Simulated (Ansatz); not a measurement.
**Run report: WSe2, single-point calculation (part 1 of 2)**

The run: single-point calculation of WSe2 (3 atoms in the cell). Method and program: density functional or hybrid calculation with the settings of its input, plane waves, no spin polarisation (Ansatz 0.2.0).

The structure was built on a prototype by a generator. The geometry comes from this level: r2scan-rvv10. It belongs to a series of runs on one base structure; here: hamiltonian.xc.exx = 0.4 0.2078. Figures and captions count atoms from 1; the log counts them from 0 in places.

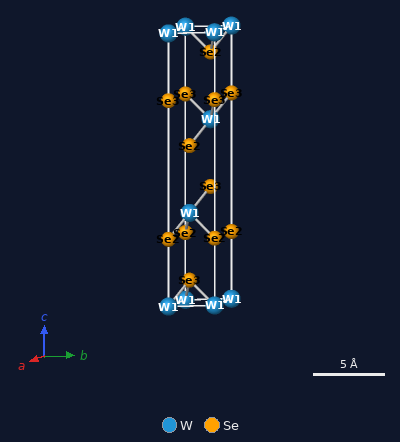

The input geometry (ball-and-stick view of the cell 3 times as large as that of the calculation, set on its symmetry axes, seen slightly off an axis; atoms are numbered from 1 in the order of the input).

The input:
```yaml
crystal:
  lattice:
    - [1.6433003395, 0.9487598934, 6.4972670243]
    - [-1.6433003395, 0.9487598934, 6.4972670243]
    - [0.0, -1.8975197868, 6.4972670243]
  atoms:
    - { symbol: W, position: [0.0, 0.0, 0.0] }
    - { symbol: Se, position: [0.2462563273, 0.2462563273, 0.2462563273] }
    - { symbol: Se, position: [0.7537436727, 0.7537436727, 0.7537436727] }
kpoints:
  mp_grid: { grid: [4, 4, 4] }
hamiltonian:
  xc:
    exchange: pbe
    correlation: pbe
    exx: { coeff: 0.4, omega: 0.2078 }
scf:
  occupations: { method: fermi_dirac, width: 0.02 }
  n_extra_bands: 4
output:
  forces: true
  stress: true
  eigenvalues: true
```

Hardware: 4 threads of an x86-64 CPU, shared host.

Command:
```bash
ansatz run input.yaml --threads 4 --pin off --max-ram 3686MiB --backend cpu --events-out ev --progress --plain --runs-dir out
```

Log:
```
Warning: output.stress: scf.convergence.dr2_threshold = 1e-7 eV (the SCF's general default) is looser than the 3e-10 eV advised for a printed stress (1e-10 eV for each atom of the cell: 3). What an SCF threshold leaves in a stress goes as its square root, and in the free energy as the threshold itself, and one threshold admits the most on a small cell: of the crystals measured, under no hybrid functional and no lock of the moments, on runs that ended without the residual-converged pass, on stresses that held no estimate of that error, the worst erred by over 100 MPa in a component at 1e-7 eV an atom and by under 5 at 1e-10. Set scf.convergence.dr2_threshold to 3e-10 eV or tighter. The threshold is an SCF's pass mark: one that does not reach it within its budget of iterations ends unconverged, or closes short of it on a stop that the run arms, and scf.convergence.dr2_threshold's page says what that costs each kind of run
Warning: output.stress: scf.exx.energy_threshold = 1e-6 eV is looser than the 3e-8 eV advised for a stress under a hybrid functional (1e-8 eV for each atom of the cell: 3). Every SCF of the exchange loop can meet its threshold on dr2 while the loop round them stops early: no threshold on dr2 bounds what that leaves in the stress. Set scf.exx.energy_threshold to 3e-8 eV or tighter. The threshold is the loop's pass mark: a loop that does not reach it within its budget of cycles ends unconverged, and scf.exx.energy_threshold's page has the law
basis.fft_grid_basis auto: the FFT boxes are laid along the combinations [[1, 0, -1], [0, 1, -1], [0, 0, 1]] of the cell's own vectors, 3.287, 3.287 and 6.769 Å long. The dense box has 24×24×48 points. Along the cell's own vectors, as sized, it would have 48×48×48, 4.00 times as many. Of the 12 symmetry operations that the crystal satisfies within crystal.symmetry.tolerance (time reversal apart; of a slab, those that keep its plane) the dense box along the cell's own vectors carries 12, and the one as laid loses 8 of those. basis.fft_grid_basis: typed keeps the cell's own vectors: state it where this run's energies or levels are differenced outside the engine with another run's, or held beside a run that keeps those vectors.
scf.n_extra_bands = 4 over 23 filled bands (N_el = 46.0): the run solves 27 bands
Engine: ansatz 0.2.0, x86_64-unknown-linux-gnu
Pseudopotentials: kind: paw
Pseudopotential: W, paw, valence charge 14, recommended cutoff 420 eV (normal), W.paw.azcp
Pseudopotential: Se, paw, valence charge 16, recommended cutoff 420 eV (normal), Se.paw.azcp
Functional definition: unnamed
  parameter a_1 = 0.4
  parameter omega_1 = 0.2078/angstrom
  exchange = pbe_x + (-a_1)*pbe_x_sr(omega_1) + a_1*exact_x_sr(omega_1)
  correlation = pbe_c
Crystal: 3 atoms, lattice volume = 60.779 Å³
Basis set: ecut = 420 eV, 1209 PW (Γ), FFT grids on a1−a3, a2−a3, a3, exchange–correlation on 48×48×96 points (8 copies of the dense FFT grid, shifted against one another)
Bands: 27, of which v1, the nominal top of the filled ones, is band 23 counted from 1 (22 counted from 0)
Symmetry: 12 space group operations
Space group: R-3m (ITA 166), of the structure as read, at distance tolerance 3.9e-5 Å
k-points: 13 of 64
Non-local potential: W, projectors of the file, l = 0: 3, l = 1: 2, l = 2: 2, l = 3: 1
Non-local potential: Se, projectors of the file, l = 0: 2, l = 1: 2, l = 2: 3, l = 3: 1
PAW form: soft (Blöchl's): semilocal exchange-correlation on the pseudo side does not see the compensation charge
PAW frozen core: W, regenerated for the run's functional, and the local potential with it (the file was generated under x = pbe(κ = 0.804, μ = 0.2195149727645171), c = pbe(β = 0.06672455060314922))
PAW frozen core: Se, regenerated for the run's functional, and the local potential with it (the file was generated under x = pbe(κ = 0.804, μ = 0.2195149727645171), c = pbe(β = 0.06672455060314922))
PAW one-centre angular grid: W, 590 points (default); XC on 64 Gauss nodes
PAW one-centre angular grid: Se, 590 points (default); XC on 64 Gauss nodes
Initial density: superposition of atomic densities (neutral atoms: chi_scale 0, normalization atom), corrected by the library's trained network
Initial wavefunctions: pseudopotential atomic-orbital guess
Functional: x = pbe(κ = 0.804, μ = 0.2195149727645171), c = pbe(β = 0.06672455060314922), warm-up for x = pbe(κ = 0.804, μ = 0.2195149727645171) + 0.4 (exact − pbe) at short range (hse, ω = 0.2078 Å⁻¹), c = pbe(β = 0.06672455060314922)
SCF iter   1: F=—  HF=-21323.687062 eV  |F-HF|=—  |Δ(HF+E_count)|=         —  Δρ=7.07e-3  dr2=6.03e-2  ethr=1.77e-3  ⟨swp⟩=5.1  Hψ=1288  notcnv=0
preconditioner: auto → none  [insulator: Δε(μ)=0.077 eV  Ē_g=8.272 eV  σ=0.020 eV  W_gap=0.50  n_scr=22 (ndim 8)  ℏωp=20.2 eV  f_vac=0.036  D(μ)=3.00/eV (n_scr^D=30)]
SCF iter   2: F=—  HF=-21323.724887 eV  |F-HF|=—  |Δ(HF+E_count)|=   3.78e-2  Δρ=1.21e-2  dr2=3.56e-1  ethr=1.31e-4  ⟨swp⟩=4.1  Hψ=951  notcnv=0
iter 3 solved again at ethr=9.98e-6 eV; its pass at ethr=1.31e-4 eV (dr2=4.59e-3 eV) is discarded
SCF iter   3: F=—  HF=-21323.678665 eV  |F-HF|=—  |Δ(HF+E_count)|=   4.62e-2  Δρ=1.92e-3  dr2=4.59e-3  ethr=9.98e-6  ⟨swp⟩=2.5  Hψ=1580  notcnv=0
SCF iter   4: F=—  HF=-21323.678327 eV  |F-HF|=—  |Δ(HF+E_count)|=   3.38e-4  Δρ=5.60e-4  dr2=7.51e-5  ethr=9.97e-6  ⟨swp⟩=3.2  Hψ=787  notcnv=0  defer=1
SCF iter   5: F=—  HF=-21323.678391 eV  |F-HF|=—  |Δ(HF+E_count)|=   6.41e-5  Δρ=1.19e-4  dr2=6.33e-6  ethr=1.63e-7  ⟨swp⟩=3.9  Hψ=861  notcnv=0  defer=1
SCF iter   6: F=—  HF=-21323.678393 eV  |F-HF|=—  |Δ(HF+E_count)|=   2.25e-6  Δρ=3.61e-5  dr2=3.29e-7  ethr=1.38e-8  ⟨swp⟩=3.7  Hψ=844  notcnv=0  defer=1
SCF iter   7: F=—  HF=-21323.678394 eV  |F-HF|=—  |Δ(HF+E_count)|=   4.06e-7  Δρ=8.39e-6  dr2=2.93e-8  ethr=7.14e-10  ⟨swp⟩=4.0  Hψ=940  notcnv=0  defer=1
SCF iter   8: F=—  HF=-21323.678394 eV  |F-HF|=—  |Δ(HF+E_count)|=   1.37e-8  Δρ=2.16e-6  dr2=2.13e-9  ethr=6.37e-11  ⟨swp⟩=3.9  Hψ=810  notcnv=0  defer=1
SCF iter   9: F=-21323.678394 eV  HF=-21323.678394 eV  |F-HF|=6.18e-11  |Δ(HF+E_count)|=  4.55e-10  Δρ=4.38e-7  dr2=1.23e-10  ethr=4.64e-12  ⟨swp⟩=3.5  Hψ=833  notcnv=0  defer=1
SCF 1 converged in 9 iterations: F = -21323.678394 eV  dr2 = 1.23e-10
  greatest PAW one-centre occupation: 1.000 electrons in one spin orbital (limit 2), on the Se atom at site 2 (counted from 0), in its partial waves of l = 2
Initial density: handed on by an earlier stage of this run
Initial wavefunctions: those handed on with the density
Functional: x = pbe(κ = 0.804, μ = 0.2195149727645171) + 0.4 (exact − pbe) at short range (hse, ω = 0.2078 Å⁻¹), c = pbe(β = 0.06672455060314922)
Exchange kernel: α = 0.4000, screened, ω = 0.2078 Å⁻¹, Wigner–Seitz truncation, v(0) = 1010.1242 eV·Å³, q-mesh 4×4×4, nearest image of the exchange supercell L = 13.15 Å, pair-density grid 20×20×45, without the augmentation charges, whose exchange is taken in its separable form by FFT convolution over the k-point mesh (the finest that the files' search goes to), smooth part of the exact exchange by density-matrix convolution
Frozen-core exchange: fock
iter 1 solved again at ethr=5.42e-4 eV; its pass at ethr=1.00e-1 eV (dr2=2.49e-1 eV) is discarded
SCF iter   1: F=—  HF=-21329.747010 eV  |F-HF|=—  |Δ(HF+E_count)|=         —  Δρ=1.29e-2  dr2=3.37e-1  ethr=5.42e-4  ⟨swp⟩=3.2  Hψ=1558  notcnv=0
Mixer restart at iter 1: flushing history
preconditioner: auto → none  [insulator: Δε(μ)=0.093 eV  Ē_g=10.265 eV  σ=0.020 eV  W_gap=0.57  n_scr=22 (ndim 8)  ℏωp=20.2 eV  f_vac=0.030  D(μ)=6.41/eV (n_scr^D=86)]
SCF iter   2: F=—  HF=-21329.880989 eV  |F-HF|=—  |Δ(HF+E_count)|=   1.34e-1  Δρ=2.26e-2  dr2=1.28e0  ethr=5.42e-4  ⟨swp⟩=3.9  Hψ=935  notcnv=0
SCF iter   3: F=—  HF=-21330.497512 eV  |F-HF|=—  |Δ(HF+E_count)|=   6.17e-1  Δρ=4.23e-2  dr2=4.87e0  ethr=5.42e-4  ⟨swp⟩=4.2  Hψ=1030  notcnv=0  recentre
SCF iter   4: F=—  HF=-21329.688578 eV  |F-HF|=—  |Δ(HF+E_count)|=   8.09e-1  Δρ=2.69e-3  dr2=8.09e-2  ethr=5.42e-4  ⟨swp⟩=4.0  Hψ=1001  notcnv=0
SCF iter   5: F=—  HF=-21329.688422 eV  |F-HF|=—  |Δ(HF+E_count)|=   1.56e-4  Δρ=1.56e-3  dr2=2.14e-3  ethr=9.10e-6  ⟨swp⟩=3.5  Hψ=997  notcnv=0
SCF iter   6: F=—  HF=-21329.687708 eV  |F-HF|=—  |Δ(HF+E_count)|=   7.15e-4  Δρ=5.22e-4  dr2=2.09e-4  ethr=4.66e-6  ⟨swp⟩=3.0  Hψ=743  notcnv=0
SCF iter   7: F=—  HF=-21329.687651 eV  |F-HF|=—  |Δ(HF+E_count)|=   5.67e-5  Δρ=1.91e-4  dr2=2.75e-5  ethr=4.55e-7  ⟨swp⟩=3.0  Hψ=679  notcnv=0
SCF iter   8: F=—  HF=-21329.687645 eV  |F-HF|=—  |Δ(HF+E_count)|=   5.57e-6  Δρ=3.20e-5  dr2=4.33e-7  ethr=5.98e-8  ⟨swp⟩=3.1  Hψ=802  notcnv=0
SCF iter   9: F=—  HF=-21329.687645 eV  |F-HF|=—  |Δ(HF+E_count)|=   3.04e-8  Δρ=2.06e-5  dr2=2.68e-7  ethr=9.41e-10  ⟨swp⟩=4.0  Hψ=1083  notcnv=0
SCF iter  10: F=-21329.687645 eV  HF=-21329.687645 eV  |F-HF|=2.00e-9  |Δ(HF+E_count)|=   5.50e-8  Δρ=5.54e-6  dr2=1.91e-8  ethr=5.83e-10  ⟨swp⟩=2.3  Hψ=667  notcnv=0
SCF 2 converged in 10 iterations: F = -21329.687645 eV  dr2 = 1.91e-8
  Residual-converged pass: ⟨swp⟩=2.9  Hψ=880  notcnv=0  max |occ|·‖R‖ = 6.6e-6 eV (tolerance 6.7e-6 eV)  dr2=1.89e-8  dr2_onsite=3.96e-9  max |Δocc| = 1.9e-10
hybrid outer 1: dexx = +2.548e-2 eV, tail = 5.26e-2 eV
Exchange kernel: α = 0.4000, screened, ω = 0.2078 Å⁻¹, Wigner–Seitz truncation, v(0) = 1010.1242 eV·Å³, q-mesh 4×4×4, nearest image of the exchange supercell L = 13.15 Å, pair-density grid 20×20×45, without the augmentation charges, whose exchange is taken in its separable form by FFT convolution over the k-point mesh (the finest that the files' search goes to), smooth part of the exact exchange by density-matrix convolution
Frozen-core exchange: fock
SCF iter   1: F=—  HF=-21329.718757 eV  |F-HF|=—  |Δ(HF+E_count)|=         —  Δρ=1.76e-3  dr2=3.77e-3  ethr=5.72e-4  ⟨swp⟩=2.2  Hψ=705  notcnv=0
preconditioner: auto → none  [insulator: Δε(μ)=0.098 eV  Ē_g=10.183 eV  σ=0.020 eV  W_gap=0.58  n_scr=22 (ndim 8)  ℏωp=20.2 eV  f_vac=0.030  D(μ)=2.70/eV (n_scr^D=28)]
SCF iter   2: F=—  HF=-21329.718224 eV  |F-HF|=—  |Δ(HF+E_count)|=   5.34e-4  Δρ=4.66e-4  dr2=7.36e-4  ethr=5.39e-6  ⟨swp⟩=3.1  Hψ=924  notcnv=0
preconditioner: auto → Kerker (q_TF=auto, 2.605 Å⁻¹)  [metal: Δε(μ)=0.059 eV  Ē_g=10.172 eV  σ=0.020 eV  W_gap=0.49  n_scr=22 (ndim 8)  ℏωp=20.2 eV  f_vac=0.031  D(μ)=2.34/eV (n_scr^D=22)]
SCF iter   3: F=—  HF=-21329.720250 eV  |F-HF|=—  |Δ(HF+E_count)|=   2.03e-3  Δρ=9.57e-4  dr2=1.19e-3  ethr=1.55e-7  ⟨swp⟩=4.0  Hψ=1138  notcnv=0
SCF iter   4: F=—  HF=-21329.720136 eV  |F-HF|=—  |Δ(HF+E_count)|=   1.14e-4  Δρ=3.55e-4  dr2=3.85e-4  ethr=1.55e-7  ⟨swp⟩=3.1  Hψ=785  notcnv=0
SCF iter   5: F=—  HF=-21329.720784 eV  |F-HF|=—  |Δ(HF+E_count)|=   6.49e-4  Δρ=7.01e-4  dr2=8.02e-4  ethr=6.78e-8  ⟨swp⟩=4.0  Hψ=859  notcnv=0
SCF iter   6: F=-21329.720704 eV  HF=-21329.720716 eV  |F-HF|=1.23e-5  |Δ(HF+E_count)|=   6.80e-5  Δρ=1.62e-4  dr2=1.99e-4  ethr=6.78e-8  ⟨swp⟩=3.9  Hψ=809  notcnv=0
SCF 3 stopped early in 6 iterations: F = -21329.720704 eV  dr2 = 1.99e-4
  Residual-converged pass: ⟨swp⟩=3.8  Hψ=1171  notcnv=0  max |occ|·‖R‖ = 6.5e-6 eV (tolerance 6.7e-6 eV)  dr2=2.00e-4  dr2_onsite=1.10e-6  max |Δocc| = 8.7e-9
hybrid outer 2: dexx = +4.060e-3 eV, tail = 1.95e-3 eV, Δε = 6.31e-2 eV (about 1.33e-2 eV left of the loop's levels), ΔF = 3.76e-2 eV/Å (tail 4.27e-2)
Exchange kernel: α = 0.4000, screened, ω = 0.2078 Å⁻¹, Wigner–Seitz truncation, v(0) = 1010.1242 eV·Å³, q-mesh 4×4×4, nearest image of the exchange supercell L = 13.15 Å, pair-density grid 20×20×45, without the augmentation charges, whose exchange is taken in its separable form by FFT convolution over the k-point mesh (the finest that the files' search goes to), smooth part of the exact exchange by density-matrix convolution
Frozen-core exchange: fock
SCF iter   1: F=—  HF=-21329.720866 eV  |F-HF|=—  |Δ(HF+E_count)|=         —  Δρ=4.12e-4  dr2=2.56e-4  ethr=4.71e-6  ⟨swp⟩=2.6  Hψ=712  notcnv=0
preconditioner: auto → none  [insulator: Δε(μ)=0.104 eV  Ē_g=10.172 eV  σ=0.020 eV  W_gap=0.64  n_scr=22 (ndim 8)  ℏωp=20.2 eV  f_vac=0.031  D(μ)=2.68/eV (n_scr^D=28)]
SCF iter   2: F=—  HF=-21329.720844 eV  |F-HF|=—  |Δ(HF+E_count)|=   2.14e-5  Δρ=8.37e-5  dr2=7.78e-5  ethr=2.33e-7  ⟨swp⟩=3.0  Hψ=698  notcnv=0
SCF iter   3: F=—  HF=-21329.720989 eV  |F-HF|=—  |Δ(HF+E_count)|=   1.44e-4  Δρ=3.30e-4  dr2=2.01e-4  ethr=8.39e-9  ⟨swp⟩=4.0  Hψ=883  notcnv=0
SCF iter   4: F=—  HF=-21329.720972 eV  |F-HF|=—  |Δ(HF+E_count)|=   1.67e-5  Δρ=1.50e-5  dr2=4.68e-5  ethr=8.39e-9  ⟨swp⟩=4.1  Hψ=863  notcnv=0
SCF iter   5: F=—  HF=-21329.721061 eV  |F-HF|=—  |Δ(HF+E_count)|=   8.93e-5  Δρ=2.73e-4  dr2=1.49e-4  ethr=3.19e-10  ⟨swp⟩=4.9  Hψ=1279  notcnv=0
SCF iter   6: F=—  HF=-21329.721049 eV  |F-HF|=—  |Δ(HF+E_count)|=   1.25e-5  Δρ=4.73e-6  dr2=2.81e-5  ethr=3.19e-10  ⟨swp⟩=5.0  Hψ=1126  notcnv=0
Mixer restart at iter 6: flushing history
SCF iter   7: F=—  HF=-21329.721103 eV  |F-HF|=—  |Δ(HF+E_count)|=   5.41e-5  Δρ=2.14e-4  dr2=9.35e-5  ethr=3.17e-11  ⟨swp⟩=5.0  Hψ=1411  notcnv=0
SCF iter   8: F=—  HF=-21329.721187 eV  |F-HF|=—  |Δ(HF+E_count)|=   8.37e-5  Δρ=4.18e-4  dr2=4.49e-4  ethr=3.17e-11  ⟨swp⟩=5.7  Hψ=1702  notcnv=0  recentre
SCF iter   9: F=—  HF=-21329.721112 eV  |F-HF|=—  |Δ(HF+E_count)|=   7.46e-5  Δρ=2.14e-4  dr2=1.09e-4  ethr=3.17e-11  ⟨swp⟩=5.6  Hψ=1679  notcnv=0
SCF iter  10: F=—  HF=-21329.721123 eV  |F-HF|=—  |Δ(HF+E_count)|=   1.09e-5  Δρ=9.98e-5  dr2=1.51e-5  ethr=3.17e-11  ⟨swp⟩=5.0  Hψ=1453  notcnv=0
SCF iter  11: F=—  HF=-21329.721150 eV  |F-HF|=—  |Δ(HF+E_count)|=   2.74e-5  Δρ=5.24e-5  dr2=4.57e-6  ethr=3.17e-11  ⟨swp⟩=5.2  Hψ=1508  notcnv=0
SCF iter  12: F=-21329.721163 eV  HF=-21329.721163 eV  |F-HF|=9.26e-8  |Δ(HF+E_count)|=   1.24e-5  Δρ=1.41e-5  dr2=1.60e-7  ethr=3.17e-11  ⟨swp⟩=5.3  Hψ=1521  notcnv=0
SCF 4 stopped early in 12 iterations: F = -21329.721163 eV  dr2 = 1.60e-7
  Residual-converged pass: ⟨swp⟩=2.0  Hψ=494  notcnv=0  max |occ|·‖R‖ = 6.7e-6 eV (tolerance 6.7e-6 eV)  dr2=1.60e-7  dr2_onsite=3.67e-9  max |Δocc| = 4.0e-12
hybrid outer 3: dexx = +1.254e-3 eV, tail = 2.33e-5 eV, Δε = 3.39e-2 eV (about 7.55e-3 eV left of the loop's levels), ΔF = 1.35e-3 eV/Å (tail 1.31e-2)
Exchange kernel: α = 0.4000, screened, ω = 0.2078 Å⁻¹, Wigner–Seitz truncation, v(0) = 1010.1242 eV·Å³, q-mesh 4×4×4, nearest image of the exchange supercell L = 13.15 Å, pair-density grid 20×20×45, without the augmentation charges, whose exchange is taken in its separable form by FFT convolution over the k-point mesh (the finest that the files' search goes to), smooth part of the exact exchange by density-matrix convolution
Frozen-core exchange: fock
```
